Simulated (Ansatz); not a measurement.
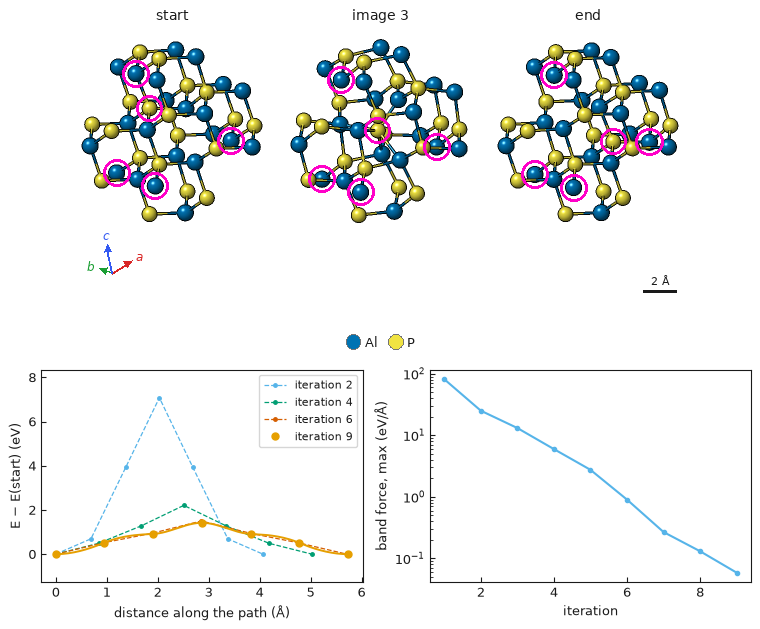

A nudged-elastic-band calculation for a defect cell of composition Al$_{8}$P$_{7}$ with a P vacancy (15 atoms in the cell). Images are numbered from 0 (start) to 6 (end). The plot follows the band through its iterations. The picture is a ball-and-stick view of the atoms within 6.1 Å of the middle of the path, seen slightly off an axis. The atoms that move most are ringed. Bonds to atoms that aren't drawn are left out.

Method: DFT, PAW plane waves, PBE in Ansatz. Run with plane-wave cutoff 420 eV; k-point mesh 2 × 2 × 2; Gaussian smearing 0.1 eV; 5 movable images; climbing image; force threshold 0.1 eV/Å; iteration limit 40.

Question: Did the band converge, and can the barrier be trusted?

Answer: The run is converged, with reservations. The band converged in 9 iterations. The largest component of the band force went from 81 to 0.059 eV/Å. The climbing image converged on the top of the path. Its curvatures weren't checked. The force threshold of 0.1 eV/Å is loose, so the barrier is approximate. The first iteration put the highest image at 25.88 eV. The barrier is about 1.42 eV in both directions, with image 3 at the top; the ends have the same energy.

Limits of the set-up: the k-point mesh is coarse for a cell with partly filled bands; the periodic images lie only 7.7 Å apart, so the values are limited by the cell's size.
